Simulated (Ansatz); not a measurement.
## What a change does: single-point calculation on AlNi

System: AlNi (Cmmm, 2 atoms in the cell).
Method of run 1: DFT PBEsol, scalar-relativistic, plane waves, PAW, no spin polarisation (Ansatz 0.2.0).

The structure derives from a Materials Project entry. Text and figures count atoms from 1; the logs count them from 0 in places.

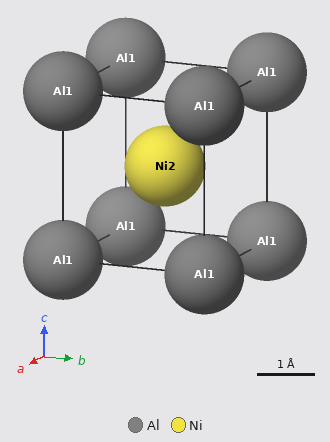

**Figure 1.** The input geometry (spheres-only view of the cell of the calculation, seen slightly off an axis; atoms are numbered from 1 in the order of the input). An atom can appear more than once, as a periodic image.

### Input file, run 1
```yaml
crystal:
  lattice:
    - [1.938694, -1.95319015, 0.0]
    - [1.938694, 1.95319015, 0.0]
    - [0.0, 0.0, 3.0994300413]
  atoms:
    - { symbol: Al, position: [0.0, 0.0, 0.0] }
    - { symbol: Ni, position: [0.5, 0.5, 0.5] }
basis:
  ecutwfc: 420
kpoints:
  mp_grid: { grid: [1, 1, 1] }
hamiltonian:
  xc: pbesol
scf:
  occupations: { method: gaussian, width: 0.1 }
output:
  forces: true
  stress: true
  eigenvalues: true
```

Command:
```bash
ansatz run input.yaml --threads 1 --pin off --max-ram 2560MiB --backend cpu --events-out ev --progress --plain --runs-dir out
```

Hardware: 1 thread of Intel Xeon @ 2.50GHz (Skylake/Cascade Lake), 192 GiB of memory available, shared host.

### Output, shortened to warnings, some set-up lines, iterations and results (run 1)
```
Basis set: ecut = 420 eV, 475 PW (Γ), exchange–correlation on 40×40×48 points (8 copies of the dense FFT grid, shifted against one another)
Symmetry: 8 space group operations
k-points: 1
Initial density: superposition of atomic densities (neutral atoms: chi_scale 0, normalization atom), corrected by the library's trained network
[...]
SCF iter   1: F=—  HF=-6331.302260 eV  |F-HF|=—  |Δ(HF+E_count)|=         —  Δρ=1.55e-1  dr2=4.42e0  ethr=1.77e-3  ⟨swp⟩=4.0  Hψ=66  notcnv=0
SCF iter   2: F=—  HF=-6330.431111 eV  |F-HF|=—  |Δ(HF+E_count)|=   8.71e-1  Δρ=5.84e-2  dr2=2.23e-1  ethr=1.77e-3  ⟨swp⟩=3.0  Hψ=41  notcnv=0
SCF iter   3: F=—  HF=-6330.328328 eV  |F-HF|=—  |Δ(HF+E_count)|=   1.03e-1  Δρ=2.10e-2  dr2=4.32e-2  ethr=1.06e-3  ⟨swp⟩=2.0  Hψ=33  notcnv=0
SCF iter   4: F=—  HF=-6330.317865 eV  |F-HF|=—  |Δ(HF+E_count)|=   1.05e-2  Δρ=7.45e-3  dr2=4.30e-3  ethr=2.06e-4  ⟨swp⟩=1.0  Hψ=23  notcnv=0
SCF iter   5: F=—  HF=-6330.316251 eV  |F-HF|=—  |Δ(HF+E_count)|=   1.61e-3  Δρ=1.63e-3  dr2=1.75e-4  ethr=2.05e-5  ⟨swp⟩=2.0  Hψ=22  notcnv=0
SCF iter   6: F=—  HF=-6330.316177 eV  |F-HF|=—  |Δ(HF+E_count)|=   7.37e-5  Δρ=2.00e-4  dr2=3.18e-6  ethr=8.35e-7  ⟨swp⟩=2.0  Hψ=22  notcnv=0
SCF iter   7: F=—  HF=-6330.316214 eV  |F-HF|=—  |Δ(HF+E_count)|=   3.76e-5  Δρ=1.33e-5  dr2=9.07e-9  ethr=4.76e-10  ⟨swp⟩=4.0  Hψ=63  notcnv=0
SCF iter   8: F=-6330.316214 eV  HF=-6330.316214 eV  |F-HF|=1.66e-10  |Δ(HF+E_count)|=   2.29e-9  Δρ=9.56e-7  dr2=1.83e-10  ethr=4.32e-11  ⟨swp⟩=3.0  Hψ=51  notcnv=0
SCF 1 converged in 8 iterations: F = -6330.316214 eV  dr2 = 1.83e-10
SCF converged after 8 iterations
Free energy (F): -6330.316214 eV
Harris-Foulkes:  -6330.316214 eV  (|F-HF|=1.66e-10)
Internal energy: -6330.259795 eV  (E = F + TS)
E sigma→0 (E₀):  -6330.288005 eV
Entropy (-TS):   -0.056419 eV (-28.209 meV/atom)
Fermi energy:    16.990037 eV
--- Per-component energies (eV) ---
  E_band       = -291.480530
  E_kinetic    = 320.953953
  E_local      = -4494.847191  (includes V_loc(G=0)·N_el)
  E_nonlocal   = 660.389839
  E_hartree    = 1958.909717
  E_xc         = -126.220349
  E_vxc        = -141.502182  (∫ρ·V_xc dr)
  E_paw        = -2063.942909  (= ΣΔE_a)
  E_vpaw       = -554.293760  (= ΣTr[D̂ρ^β])
  E_aug_tail   = 0.000521  (compensation charges beyond the density's cutoff)
  E_ewald      = -2585.719804
  E_core_change = 0.216428  (= ΣΔE_core)
  E_smearing   = -0.056419  (= −TS)
  E_closure    = 0.000000  (closes the sum)
  Σ components = -6330.316214   (vs F -6330.316214, Δ=0.00e0)
--- Forces (eV/Å), atoms counted from 1 ---
  atom   1  Al    -0.00000000    -0.00000000     0.00000000
  atom   2  Ni    -0.00000000     0.00000000     0.00000000
  max |Σ_I F_I| component: 1.65e-24 eV/Å
--- Stress (GPa, compression-positive) ---
      -62.538937       0.000000      -0.000000
        0.000000     -62.109172       0.000000
       -0.000000       0.000000     118.880716
  P = ⅓ Tr σ = -1.9225 GPa (-19.225 kbar)
```

Run 2 used a changed input.

### The two runs side by side

| quantity | run 1 | run 2 |
| --- | --- | --- |
| outcome | converged | converged |
| free energy per atom (eV) | −3165.1581 | −3165.4086 |
| energy per atom, smearing taken to zero (eV) | −3165.1440 | −3165.4058 |
| gap on the mesh (eV) | 0.00 | 0.00 |
| pressure (GPa) | −1.92 | 0.30 |
| largest force (eV/Å) | 0.000 | 0.000 |
| SCF iterations | 8 | 6 |
| irreducible k-points | 1 | 21 |
| plane waves at Γ | 475 | 475 |
| wall time (shared host) | 1 s | 1.4 s |

What was changed in the input?

The change (lines with − go, lines with + come):
```diff
-  mp_grid: { grid: [1, 1, 1] }
+  mp_grid: { grid: [4, 4, 4] }
```

The free energy of run 2 is 250.5 meV per atom lower, which measures how much it depends on this numerical setting. The pressure goes from −1.92 to 0.30 GPa. The SCF takes 6 iterations against 8. The irreducible k-points go from 1 to 21.

### Output, shortened to warnings, some set-up lines, iterations and results (run 2)
```
Basis set: ecut = 420 eV, 475 PW (Γ), exchange–correlation on 40×40×48 points (8 copies of the dense FFT grid, shifted against one another)
Symmetry: 8 space group operations
k-points: 21 of 64
Initial density: superposition of atomic densities (neutral atoms: chi_scale 0, normalization atom), corrected by the library's trained network
[...]
SCF iter   1: F=—  HF=-6330.821580 eV  |F-HF|=—  |Δ(HF+E_count)|=         —  Δρ=1.61e-2  dr2=3.12e-2  ethr=1.77e-3  ⟨swp⟩=4.6  Hψ=1426  notcnv=0
SCF iter   2: F=—  HF=-6330.817622 eV  |F-HF|=—  |Δ(HF+E_count)|=   3.96e-3  Δρ=5.15e-3  dr2=2.46e-3  ethr=1.48e-4  ⟨swp⟩=1.9  Hψ=515  notcnv=0  defer=2
SCF iter   3: F=—  HF=-6330.817202 eV  |F-HF|=—  |Δ(HF+E_count)|=   4.20e-4  Δρ=1.07e-3  dr2=9.30e-5  ethr=1.17e-5  ⟨swp⟩=1.2  Hψ=312  notcnv=0  defer=2
SCF iter   4: F=—  HF=-6330.817213 eV  |F-HF|=—  |Δ(HF+E_count)|=   1.11e-5  Δρ=1.07e-4  dr2=1.43e-6  ethr=4.43e-7  ⟨swp⟩=1.9  Hψ=383  notcnv=0  defer=2
SCF iter   5: F=-6330.817213 eV  HF=-6330.817213 eV  |F-HF|=2.72e-8  |Δ(HF+E_count)|=   1.00e-7  Δρ=1.80e-5  dr2=4.32e-8  ethr=6.83e-9  ⟨swp⟩=2.3  Hψ=469  notcnv=0  defer=2
SCF iter   6: F=-6330.817213 eV  HF=-6330.817213 eV  |F-HF|=9.63e-10  |Δ(HF+E_count)|=   2.19e-9  Δρ=3.59e-6  dr2=1.61e-9  ethr=2.06e-10  ⟨swp⟩=4.0  Hψ=1173  notcnv=0
SCF 1 converged in 6 iterations: F = -6330.817213 eV  dr2 = 1.61e-9
SCF converged after 6 iterations
Free energy (F): -6330.817213 eV
Harris-Foulkes:  -6330.817213 eV  (|F-HF|=9.63e-10)
Internal energy: -6330.806164 eV  (E = F + TS)
E sigma→0 (E₀):  -6330.811689 eV
Entropy (-TS):   -0.011049 eV (-5.524 meV/atom)
Fermi energy:    13.974403 eV
--- Per-component energies (eV) ---
  E_band       = -331.136289
  E_kinetic    = 312.217198
  E_local      = -4437.095609  (includes V_loc(G=0)·N_el)
  E_nonlocal   = 648.841334
  E_hartree    = 1909.528592
  E_xc         = -125.894716
  E_vxc        = -141.122680  (∫ρ·V_xc dr)
  E_paw        = -2052.900094  (= ΣΔE_a)
  E_vpaw       = -533.031226  (= ΣTr[D̂ρ^β])
  E_aug_tail   = 0.000507  (compensation charges beyond the density's cutoff)
  E_ewald      = -2585.719804
  E_core_change = 0.216428  (= ΣΔE_core)
  E_smearing   = -0.011049  (= −TS)
  E_closure    = -0.000000  (closes the sum)
  Σ components = -6330.817213   (vs F -6330.817213, Δ=0.00e0)
--- Forces (eV/Å), atoms counted from 1 ---
  atom   1  Al     0.00000000     0.00000000     0.00000000
  atom   2  Ni     0.00000000    -0.00000000     0.00000000
  max |Σ_I F_I| component: 3.74e-29 eV/Å
--- Stress (GPa, compression-positive) ---
        3.685649      -0.000000      -0.000000
       -0.000000       3.656340       0.000000
       -0.000000       0.000000      -6.447688
  P = ⅓ Tr σ = 0.2981 GPa (2.981 kbar)
```

For both runs: The run has no spin polarisation, so a magnetic state may lie lower. The k-point mesh is coarse for a cell of this size, so the results may not be converged.
